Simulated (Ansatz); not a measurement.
System: Na, space group Pm-3m (No. 221).

Structure:
```xyz
2
Lattice="3.3880 0.0000 0.0000 0.0000 3.3880 0.0000 0.0000 0.0000 6.7759" Properties=species:S:1:pos:R:3 pbc="T T T"
Na    0.0000    0.0000    0.0000
Na    0.0000    0.0000    3.3880
```

Displacement pattern for amplitude 1 (x, y, z for each atom, in the order of the cell):
```
atom      x      y     z
 Na1   0.68   0.73  0.00
 Na2  -0.68  -0.73  0.00
```

How it was computed, with Ansatz 0.2.0: a normal mode of the cell frozen into a crystal at growing amplitude, by plane-wave density functional theory with PAW datasets, free energies less that of the undisturbed cell, pressure positive in compression; scalar-relativistic. Level: PBEsol, no spin polarisation.

```csv
setting,value
wave cutoff,420 eV
k mesh,18×18×10
occupations,Gaussian
smearing width,0.15 eV
k shift,"(0, 0, 0) (mesh steps)"
start,relaxed
```

The points at mode amplitude −0.3, −0.1, 0.2 and 0.4 follow from computed ones by symmetry.

What does the calculation give for the energy change, force along the mode and pressure against mode amplitude? The mode amplitude takes the values −0.40, −0.30, −0.20, −0.10, 0.00, 0.10, 0.20, 0.30, 0.35, 0.40 Å.

The energy falls on both sides, so the starting structure is a maximum along this path and is unstable to this distortion. The energy change is −37.4 meV/cell at mode amplitude −0.40 Å and −37.4 meV/cell at 0.40 Å; the lowest computed point is at mode amplitude −0.40 Å (−37.4 meV/cell), at the edge of the range, so the minimum may lie beyond it; the curve passes over a maximum at 0.00 Å (0.0 meV/cell). The force along the mode rises from −0.1645 eV/Å at mode amplitude −0.40 Å to 0.1645 eV/Å at 0.40 Å, and changes sign near 0.00 Å. The pressure goes from −0.078 GPa at mode amplitude −0.40 Å to −0.078 GPa at 0.40 Å, not monotonically, with a high of −0.004 GPa at 0.00 Å.

```
mode amplitude, largest move (Å)  energy change (meV/cell)  force along the mode (eV/Å)  pressure (GPa)
                           -0.40                     -37.4                      -0.1645          -0.078
                           -0.30                     -22.2                      -0.1379          -0.048
                           -0.20                     -10.3                      -0.0995          -0.024
                           -0.10                      -2.6                      -0.0521          -0.009
                            0.00                       0.0                       0.0000          -0.004
                            0.10                      -2.6                       0.0521          -0.009
                            0.20                     -10.3                       0.0995          -0.024
                            0.30                     -22.2                       0.1379          -0.048
                            0.35                     -29.5                       0.1528          -0.062
                            0.40                     -37.4                       0.1645          -0.078
```

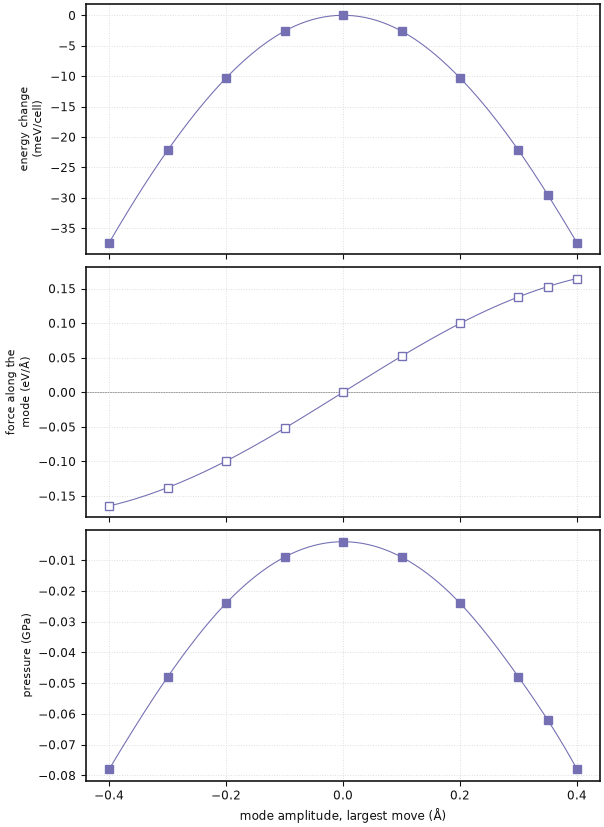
